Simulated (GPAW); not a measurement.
# C K ELNES/XANES of rock-salt (TiC)₁₋ₓ(ZrC)ₓ at x = 1 from DFT

What does the C K edge look like in rock-salt (TiC)₁₋ₓ(ZrC)ₓ at x = 1?

Calculated with GPAW 26.7.0; X-ray absorption from dipole matrix elements to empty bands, plane-wave PAW PBE.

### 1. The structure

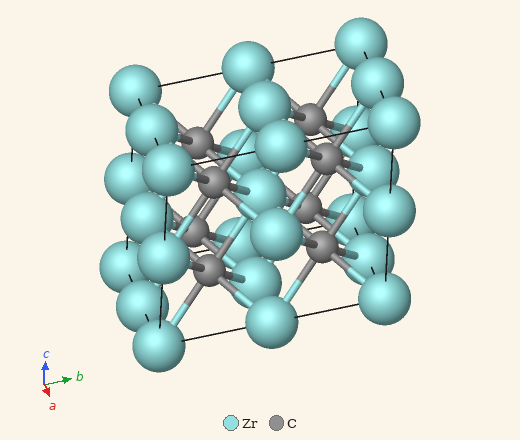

The starting structure, seen slightly off an axis (zirconium light teal, carbon grey). Bonds to atoms that aren't drawn are left out. Some periodic images of atoms are drawn too.

Structure file:

```xyz
16
Lattice="0.0000 4.7000 4.7000 4.7000 0.0000 4.7000 4.7000 4.7000 0.0000" Properties=species:S:1:pos:R:3 pbc="T T T"
Zr    0.0000    0.0000    0.0000
C     2.3500    4.7000    4.7000
Zr    2.3500    2.3500    0.0000
C     4.7000    7.0500    4.7000
Zr    2.3500    0.0000    2.3500
C     4.7000    4.7000    7.0500
Zr    4.7000    7.0500    7.0500
C     7.0500    7.0500    7.0500
Zr    0.0000    2.3500    2.3500
C     2.3500    2.3500    2.3500
Zr    7.0500    4.7000    7.0500
C     4.7000    4.7000    2.3500
Zr    2.3500    2.3500    4.7000
C     4.7000    2.3500    4.7000
Zr    4.7000    4.7000    4.7000
C     7.0500    4.7000    4.7000
```

### 2. The field without a hole

A plain self-consistent run shows whether there is a gap, which decides the set-up of the core-hole run.

scf.py reads:

```python
import numpy as np
from ase import Atoms
from ase.parallel import parprint, paropen
from gpaw import GPAW, PW, FermiDirac, Mixer, MixerDif, setup_paths
from gpaw.test import gen
setup_paths.insert(0, '.')
gen('C', name='nch1s', xcname='PBE', corehole=(1, 0, 0), write_xml=True)
from gpaw.mpi import world
world.barrier()

atoms = Atoms('ZrCZrCZrCZrCZrCZrCZrCZrC',
    cell=[[0, 4.7, 4.7],
     [4.7, 0, 4.7],
     [4.7, 4.7, 0]],
    scaled_positions=[[0, 0, 0],
     [0.75, 0.25, 0.25],
     [0, 0, 0.5],
     [0.75, 0.25, 0.75],
     [0, 0.5, 0],
     [0.75, 0.75, 0.25],
     [1, 0.5, 0.5],
     [0.75, 0.75, 0.75],
     [0.5, 0, 0],
     [0.25, 0.25, 0.25],
     [0.5, 1, 0.5],
     [0.25, 0.25, 0.75],
     [0.5, 0.5, 0],
     [0.25, 0.75, 0.25],
     [0.5, 0.5, 0.5],
     [0.25, 0.75, 0.75]],
    pbc=True)
atoms.calc = calc = GPAW(legacy_gpaw=True, mode=PW(500, force_complex_dtype=True), xc='PBE', setups={1: 'nch1s'},
    kpts={'size': (5, 5, 5), 'gamma': True}, occupations=FermiDirac(0.05),
    charge=0, mixer=Mixer(0.1, 5, 50), maxiter=150,
    convergence={'density': 0.0001, 'eigenstates': 1e-6}, txt='scf.txt')
energy = atoms.get_potential_energy() + calc.get_reference_energy()
ef = calc.get_fermi_level()
out = dict(energy=energy, fermi=ef, forces=atoms.get_forces().tolist())
parprint(f'all-electron energy {energy:.4f} eV, Fermi level {ef:.4f} eV')
ev = np.array([[calc.get_eigenvalues(k, s) for k in range(len(calc.get_ibz_k_points()))] for s in range(calc.get_number_of_spins())])
out['homo'], out['lumo'], out['counts'] = ev[ev < ef].max(), ev[ev > ef].min(), sorted(set((ev < ef).sum((0, 2)).tolist()))
out['filled'] = (ev[:, 0] < ef).sum(1).tolist()
import json
with paropen('out.json', 'w') as f:
    json.dump(out, f)
```

Started as:

```bash
$ OMP_NUM_THREADS=1 mpirun -n 4 gpaw python scf.py
```

Numbers of over 12 decimals in the logs are rounded to 6 here.

Output:

```text
Input parameters:
  convergence: {density: 0.0001,
                eigenstates: 1e-06}
  kpts: {gamma: True,
         size: (5, 5, 5)}
  maxiter: 150
  mixer: {backend: pulay,
          beta: 0.1,
          method: separate,
          nmaxold: 5,
          weight: 50}
  mode: {ecut: 500.0,
         force_complex_dtype: True,
         name: pw}
  occupations: {fixmagmom: False,
                name: fermi-dirac,
                width: 0.05}
  setups: {1: nch1s}
  xc: PBE

Initialize ...

[... PAW data sets ...]

Reference energy: -791369.594879  # eV

Spin-paired calculation

[... convergence settings ...]
Symmetries present (total): 8
  [... symmetry matrices ...]

125 k-points: 5 x 5 x 5 Monkhorst-Pack grid
18 k-points in the irreducible part of the Brillouin zone
       k-points in crystal coordinates                weights
   0:     0.00000000    0.00000000    0.00000000          1/125
   1:     0.00000000    0.20000000    0.20000000          2/125
   2:     0.00000000    0.40000000    0.40000000          2/125
   3:     0.20000000   -0.40000000   -0.40000000          4/125
   4:     0.20000000    0.20000000    0.00000000          4/125
   5:     0.20000000    0.20000000    0.20000000          8/125
   6:     0.20000000    0.40000000   -0.40000000          8/125
   7:     0.20000000    0.40000000    0.20000000          8/125
   8:     0.20000000    0.40000000    0.40000000          8/125
   9:     0.40000000   -0.20000000   -0.40000000          8/125
          ...
  17:     0.40000000    0.40000000    0.40000000          8/125

Wave functions: Plane wave expansion
  Cutoff energy: 500.000 eV
  Number of coefficients (min, max): 5209, 5284
  Pulay-stress correction: 0.000000 eV/Ang^3 (de/decut=0.000000)
  Using FFTW library
  Wavefunction extrapolation:
    Improved wavefunction reuse through dual PAW basis

Occupation numbers: Fermi-Dirac:
  width: 0.0500  # eV

Eigensolver
   Davidson(niter=2)

Densities:
  Coarse grid: 35*35*35 grid
  Fine grid: 70*70*70 grid
  Total Charge: 0.000000

Density mixing:
  Method: separate
  Backend: pulay
  Linear mixing parameter: 0.1
  old densities: 5
  Width of damping distribution: 1.1
  Damping of long wavelength oscillations: 50

[... Hamiltonian set-up ...]
Number of atoms: 16
Number of atomic orbitals: 136
Number of bands in calculation: 81
Number of valence electrons: 128
Bands to converge: occupied

... initialized

Initializing position-dependent things.

Density initialized from atomic densities
Creating initial wave functions:
  81 bands from LCAO basis set

                       Zr    C
                      C    Zr

                       C
                C     Zr   C

              Zr    C
                      C

         Zr   C
             Zr

              Zr
       Zr

Atomic positions and initial magnetic moments

Positions:
   0 Zr     0.000000    0.000000    0.000000    ( 0.0000,  0.0000,  0.0000)
   1 C      2.350000    4.700000    4.700000    ( 0.0000,  0.0000,  0.0000)
   2 Zr     2.350000    2.350000    0.000000    ( 0.0000,  0.0000,  0.0000)
   3 C      4.700000    7.050000    4.700000    ( 0.0000,  0.0000,  0.0000)
   4 Zr     2.350000    0.000000    2.350000    ( 0.0000,  0.0000,  0.0000)
   5 C      4.700000    4.700000    7.050000    ( 0.0000,  0.0000,  0.0000)
   6 Zr     4.700000    7.050000    7.050000    ( 0.0000,  0.0000,  0.0000)
[...]
13 C      4.700000    2.350000    4.700000    ( 0.0000,  0.0000,  0.0000)
  14 Zr     4.700000    4.700000    4.700000    ( 0.0000,  0.0000,  0.0000)
  15 C      7.050000    4.700000    4.700000    ( 0.0000,  0.0000,  0.0000)

Unit cell:
           periodic     x           y           z      points  spacing
  1. axis:    yes    0.000000    4.700000    4.700000    35     0.1551
  2. axis:    yes    4.700000    0.000000    4.700000    35     0.1551
  3. axis:    yes    4.700000    4.700000    0.000000    35     0.1551

  Lengths:   6.646804   6.646804   6.646804
  Angles:   60.000000  60.000000  60.000000

Effective grid spacing dv^(1/3) = 0.1692

iter:   1  -161.331867
iter:   2  -152.681808   -0.45  -0.86
iter:   3  -146.714461   -0.02  -1.00
iter:   4  -146.839865   -1.31  -1.52
iter:   5  -150.410875   -0.57  -1.53
iter:   6  -146.906494   -0.73  -1.23
iter:   7  -146.974815   -2.04  -2.28
iter:   8  -146.987830   -1.69  -2.22
iter:   9  -146.985453c  -2.74  -2.45
iter:  10  -146.971659c  -3.59  -2.43
iter:  11  -146.982729c  -3.59  -2.55
iter:  12  -146.958307c  -2.43  -2.42
iter:  13  -146.957803c  -4.09  -3.22
iter:  14  -146.957859c  -4.75  -3.77
iter:  15  -146.957833c  -5.32  -3.75
iter:  16  -146.957864c  -5.31  -3.97
iter:  17  -146.957850c  -6.53c -4.00c

Converged after 17 iterations.

Dipole moment: (-0.000000, -0.000000, -0.000000) |e|*Ang

Energy contributions relative to reference atoms: (reference = -791369.594879)

Kinetic:       +110.361972
Potential:     -126.116054
External:        +0.000000
XC:            -133.713962
Entropy (-ST):   -0.020080
Local:           +2.520234
SIC:             +0.000000
--------------------------
Free energy:   -146.967890
Extrapolated:  -146.957850

Showing only first 2 kpts
 Kpt  Band  Eigenvalues  Occupancy
  0    62     10.52434    0.56005
  0    63     10.52434    0.56005
  0    64     11.40038    0.00000
  0    65     11.40038    0.00000

  1    62     10.37784    1.75855
  1    63     10.56197    0.30970
  1    64     10.56200    0.30959
  1    65     11.16265    0.00000

Fermi level: 10.47712

No gap
No difference between direct/indirect transitions

Forces in eV/Ang:
  0 Zr   -0.00000    0.00000   -0.00000
  1 C    -0.00006    0.00000   -0.00000
  2 Zr   -0.00000    0.00000    0.00000
  3 C     0.00000    0.00006    0.00000
  4 Zr   -0.00000    0.00000    0.00000
  5 C     0.00000    0.00000    0.00006
  6 Zr    0.00000    0.00000   -0.00000
[...]
13 C     0.00000   -0.00006    0.00000
 14 Zr    0.00000   -0.00000   -0.00000
 15 C     0.00006    0.00000    0.00000
Scalar-relativistic atomic PBE calculation for C (Carbon, Z=6)
Core hole in 1s state (1s occupation: 2.0)
300 radial gridpoints.
|------------------------------------------------|
|------------------------------------------------|
[... the atom generator's iteration count ...]

Energy contributions:
-------------------------
Kinetic:      +37.662629
XC:            -5.078007
Potential:    -70.349262
-------------------------
Total:        -37.764640

state      eigenvalue         ekin         rmax
-----------------------------------------------
1s^2.0 :   -10.046298    15.958807        0.174
2s^2.0 :    -0.505334     1.651367        1.213
2p^2.0 :    -0.194204     1.221141        1.203
-----------------------------------------------
(units: Bohr and Hartree)

Generating PAW setup
Kinetic energy of the core from tauc = 31.932223
Cutoffs:
rc(s)=1.200
rc(p)=1.200
rc(d)=1.200
rc(vbar)=1.080
rc(comp)=1.200
rc(nct)=1.200

Kinetic energy of the core states: 31.917614
Charge: 0.0
Core electrons: 2.0
Valence electrons: 4.0
Pseudo-core charge: 0.031265
Shape function alpha=6.944
Pseudo-electron charge 4.035260
state    eigenvalue         norm
--------------------------------
2s(2) :    -0.505334     1.046026
*s    :     0.494666
2p(2) :    -0.194204     0.955972
*p    :     0.805796
*d    :     0.000000
--------------------------------

Diagonalizing with gridspacing h=0.050

state   all-electron     PAW
-------------------------------
2s:      -0.505334    -0.505970
2p:      -0.194204    -0.194948
*d:                    0.044948
*f:                    0.074429
-------------------------------
all-electron energy -791516.5527 eV, Fermi level 10.4771 eV
```

Wall time 94 s (4 MPI ranks of Arm Neoverse V1, shared host); peak memory 0.37 GiB; 6.3 min of CPU time.

The mesh shows no gap, so the system is treated as a metal and the core electron is put at the Fermi level (neutral cell).

### 3. Reference energy of the cell

The photon energy needs a difference of total energies, so the cell and mesh of the coming hole run are first run without a hole.

scf.py: that of step 2 with these lines changed.

```diff
@@ -20,3 +20,3 @@
      [0.75, 0.75, 0.25],
-     [1, 0.5, 0.5],
+     [0, 0.5, 0.5],
      [0.75, 0.75, 0.75],
@@ -24,3 +24,3 @@
      [0.25, 0.25, 0.25],
-     [0.5, 1, 0.5],
+     [0.5, 0, 0.5],
      [0.25, 0.25, 0.75],
@@ -32,3 +32,3 @@
 atoms.calc = calc = GPAW(legacy_gpaw=True, mode=PW(500, force_complex_dtype=True), xc='PBE', setups={1: 'nch1s'},
-    kpts={'size': (5, 5, 5), 'gamma': True}, occupations=FermiDirac(0.05),
+    kpts={'size': (4, 4, 4), 'gamma': True}, occupations=FermiDirac(0.1),
     charge=0, mixer=Mixer(0.1, 5, 50), maxiter=150,
```

Output:

```text
Input parameters:
  convergence: {density: 0.0001,
                eigenstates: 1e-06}
  kpts: {gamma: True,
         size: (4, 4, 4)}
  maxiter: 150
  mixer: {backend: pulay,
          beta: 0.1,
          method: separate,
          nmaxold: 5,
          weight: 50}
  mode: {ecut: 500.0,
         force_complex_dtype: True,
         name: pw}
  occupations: {fixmagmom: False,
                name: fermi-dirac,
[...]
2s(2) :    -0.505334     1.046026
*s    :     0.494666
2p(2) :    -0.194204     0.955972
*p    :     0.805796
*d    :     0.000000
--------------------------------

Diagonalizing with gridspacing h=0.050

state   all-electron     PAW
-------------------------------
2s:      -0.505334    -0.505970
2p:      -0.194204    -0.194948
*d:                    0.044948
*f:                    0.074429
-------------------------------
all-electron energy -791516.5522 eV, Fermi level 10.4446 eV
[key lines of the parts left out:]
Converged after 18 iterations.
Dipole moment: (-0.000000, 0.000000, 0.000000) |e|*Ang
Free energy:   -146.997942
Fermi level: 10.44463
```

Wall time 81 s (4 MPI ranks); peak memory 0.36 GiB; 5.4 min of CPU time.

Reference energy: -791516.552 eV with the cores included.

(Continued in part 2 of 2.)

[Banner, clock and machine lines of the logs are left out without a mark of their own.]

[Logs are printed without paths, hosts, clocks, repeated set-up lines and the standing remarks that a program may print on its own settings, such as how far it seeks lower states.]

[Hosts, paths, dates, database ids (printed as entryN), source tags and the programs' standing remarks are cut or masked in the printed files.]

[Lists of maxima count a maximum above −3 eV only where it reaches 4 % of the highest in the window and stands out from its surroundings by 2 % of it (1.5 % where it reaches 55 %); shoulders and weaker maxima are passed over, and of the rest the first, up to two pre-edge ones and the few strongest are named.]
